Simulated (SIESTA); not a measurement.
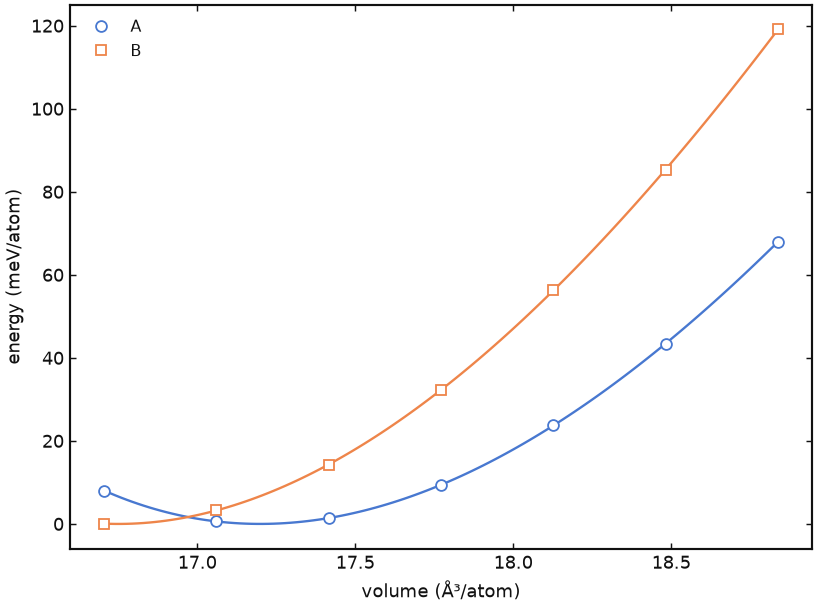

The figure compares two calculations of the energy against volume, each curve from its own zero. The first is for Au, space group P6_3/mmc (No. 194).

The cell holds 2 atoms.

Calculation (SIESTA 5.4.2): DFT in numerical atomic orbitals with pseudopotentials, no spin polarisation; energies at scaled volumes of the given cell, shape and fractions fixed, counted from the fit's minimum, third-order Birch-Murnaghan fit. Level: LDA.

```
         setting                                                                     value
          k mesh                                                                   11×11×6
     occupations                                                               Fermi–Dirac
  smearing width                                                                   0.05 eV
      potentials  PseudoDojo 0.4 standard, converted to PSML, two zetas on semicore shells
program settings                                             basis DZP, mesh cutoff 800 Ry
```

In the second, the level changes from LDA to PBEsol.

Q: Which of A and B is the second calculation, and what did the change do?

A: A. The equilibrium volume rises from 16.75 to 17.20 Å³/atom (+2.7 %) and the bulk modulus falls from 188 to 170 GPa (−10 %).

For LDA, limits of the calculation: the fit and the printed pressures don't fully agree, or the minimum lies near the end of the range; mulliken charges of long orbitals; short basis over semicore shells; spin-orbit coupling left out, heavy elements; shape and atomic fractions are frozen while scaling, which makes layered, chain and framework solids too stiff.

For PBEsol, limits of the calculation: mulliken charges of long orbitals; short basis over semicore shells; spin-orbit coupling left out, heavy elements; shape and atomic fractions are frozen while scaling, which makes layered, chain and framework solids too stiff.

V0 and the bulk modulus come from third-order Birch–Murnaghan fits.
